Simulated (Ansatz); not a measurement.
**ScAl3N4: density, localisation and related maps**

Input

```
crystal:
  lattice:
    - [6.4715, 0.0, 0.0]
    - [-3.23575, 5.6044834006, 0.0]
    - [0.0, 0.0, 10.024]
  atoms:
    - { symbol: Sc, position: [0.1666666667, 0.3333333333, 0.0] }
    - { symbol: Al, position: [0.1666666667, 0.3333333333, 0.5] }
    - { symbol: Al, position: [0.1666666667, 0.8333333333, 0.0] }
    - { symbol: Al, position: [0.1666666667, 0.8333333333, 0.5] }
    - { symbol: Al, position: [0.6666666667, 0.3333333333, 0.0] }
    - { symbol: Al, position: [0.6666666667, 0.3333333333, 0.5] }
    - { symbol: Sc, position: [0.6666666667, 0.8333333333, 0.0] }
    - { symbol: Al, position: [0.6666666667, 0.8333333333, 0.5] }
    - { symbol: Al, position: [0.3333333333, 0.1666666667, 0.25] }
    - { symbol: Al, position: [0.3333333333, 0.1666666667, 0.75] }
    - { symbol: Sc, position: [0.3333333333, 0.6666666667, 0.25] }
    - { symbol: Al, position: [0.3333333333, 0.6666666667, 0.75] }
    - { symbol: Al, position: [0.8333333333, 0.1666666667, 0.25] }
    - { symbol: Al, position: [0.8333333333, 0.1666666667, 0.75] }
    - { symbol: Sc, position: [0.8333333333, 0.6666666667, 0.25] }
    - { symbol: Al, position: [0.8333333333, 0.6666666667, 0.75] }
    - { symbol: "N", position: [0.1666666667, 0.3333333333, 0.1915] }
    - { symbol: "N", position: [0.1666666667, 0.3333333333, 0.6915] }
    - { symbol: "N", position: [0.1666666667, 0.8333333333, 0.1915] }
    - { symbol: "N", position: [0.1666666667, 0.8333333333, 0.6915] }
    - { symbol: "N", position: [0.6666666667, 0.3333333333, 0.1915] }
    - { symbol: "N", position: [0.6666666667, 0.3333333333, 0.6915] }
    - { symbol: "N", position: [0.6666666667, 0.8333333333, 0.1915] }
    - { symbol: "N", position: [0.6666666667, 0.8333333333, 0.6915] }
    - { symbol: "N", position: [0.3333333333, 0.1666666667, 0.4415] }
    - { symbol: "N", position: [0.3333333333, 0.1666666667, 0.9415] }
    - { symbol: "N", position: [0.3333333333, 0.6666666667, 0.4415] }
    - { symbol: "N", position: [0.3333333333, 0.6666666667, 0.9415] }
    - { symbol: "N", position: [0.8333333333, 0.1666666667, 0.4415] }
    - { symbol: "N", position: [0.8333333333, 0.1666666667, 0.9415] }
    - { symbol: "N", position: [0.8333333333, 0.6666666667, 0.4415] }
    - { symbol: "N", position: [0.8333333333, 0.6666666667, 0.9415] }
scf:
  occupations: { method: fixed }
output:
  forces: true
  stress: true
  eigenvalues: true
  write_density: true
  write_potential: true
  elf: true
  volumetric_format: npy
hamiltonian:
  xc: lda
basis:
  ecutwfc: 560
kpoints:
  mp_grid: { grid: [3, 3, 2] }
relax:
  f_tol: 0.005
  max_steps: 80
  cell: { stress_tol: 0.1 }
```

Launched as:

```sh
ansatz run input.yaml --threads 8 --pin off --max-ram 24576MiB --backend cpu --events-out ev --progress --plain --runs-dir out
```

Below, planes, directions and counts refer to the conventional cell (a = 6.37 Å, b = 6.38 Å, c = 10.02 Å, α = 90.04°, β = 90.07°, γ = 119.78°).

The fields are those of the relaxed geometry.

Space group P1; a generated structure, not necessarily the stable one.

These are results of DFT LDA, scalar-relativistic, plane waves, PAW in Ansatz 0.2.0, not measurements.

Core electrons are frozen (PAW), and the valence fields are smoothed inside the atomic spheres.

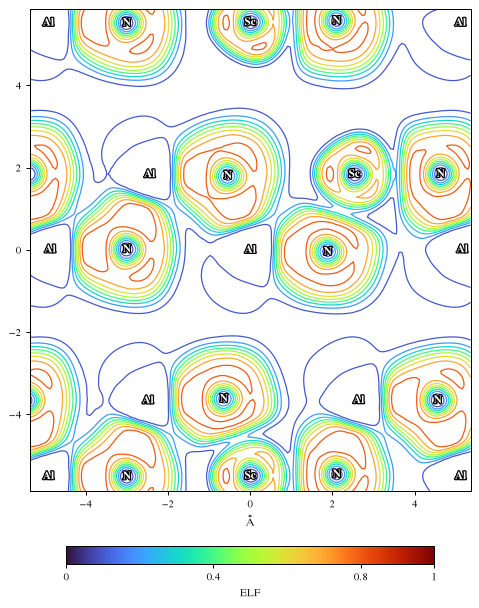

Figure 1. Electron localisation function on the (110) plane of the conventional cell.

### What do the fields say about this system?

- The plane passes through Sc, Al and N nuclei.
- Al–N (1.87 Å): the ELF peaks at about 0.90 in the valence shell of N, 0.7 Å from its nucleus, and is about 0.90 at the midpoint.
- Sc–N (1.99 Å): the ELF peaks at about 0.85 in the valence shell of N, 0.6 Å from its nucleus, and is about 0.25 at the midpoint; no localised pair shows between them.
- Al–N (1.88 Å): the ELF peaks at about 0.85 in the valence shell of N, 0.8 Å from its nucleus, and is about 0.85 at the midpoint.
- Al–N (1.91 Å): the ELF peaks at about 0.90 in the valence shell of N, 0.8 Å from its nucleus, and is about 0.85 at the midpoint.
- Sc–N (2.01 Å): the ELF peaks at about 0.85 in the valence shell of N, 0.6 Å from its nucleus, and is about 0.25 at the midpoint (no shared electron pair shows on this line).
- The features right at Sc lie inside the PAW spheres, where the map follows smoothed inner orbitals and isn't to be read closely.

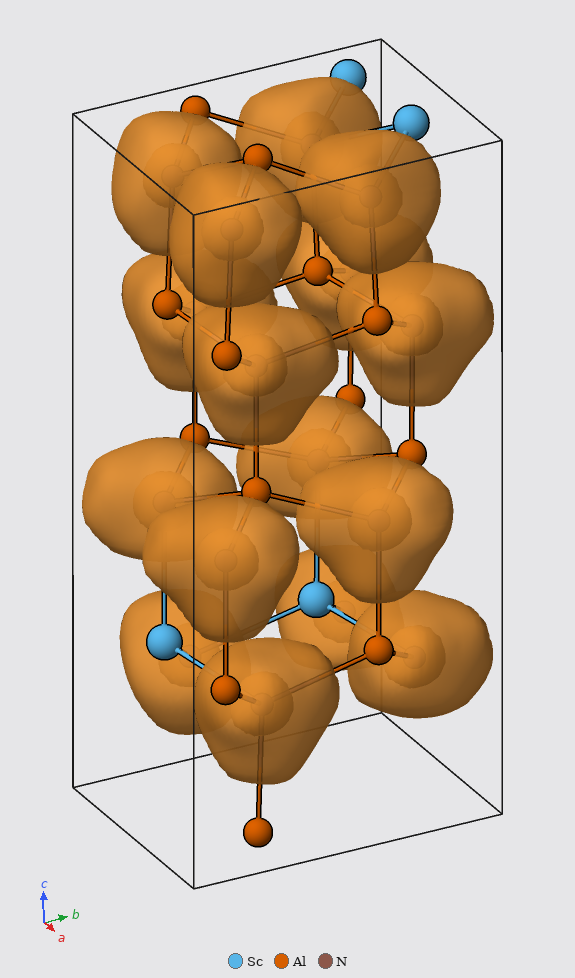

Figure 2. Isosurface of the ELF at 0.7 (orange), seen slightly off an axis. Only the valence region is drawn (cores and ρ < 0.01 e/Å³ removed). Sticks mark near contacts.

### Where are the electrons localised?

The surface consists of 16 regions on N in which the atom's valence shell and bonds are merged, counted in one cell of 32 atoms. Regions shared between cells count once. Profiles from the grid: Al–N (1.84 Å): the ELF peaks at about 0.85 in the valence shell of N, 0.7 Å from its nucleus, and is about 0.85 at the midpoint.

### Does the calculation give a band gap?

It is gapped, with a Kohn–Sham gap of 3.6 eV on the k-point mesh, an upper bound to the gap of this method.
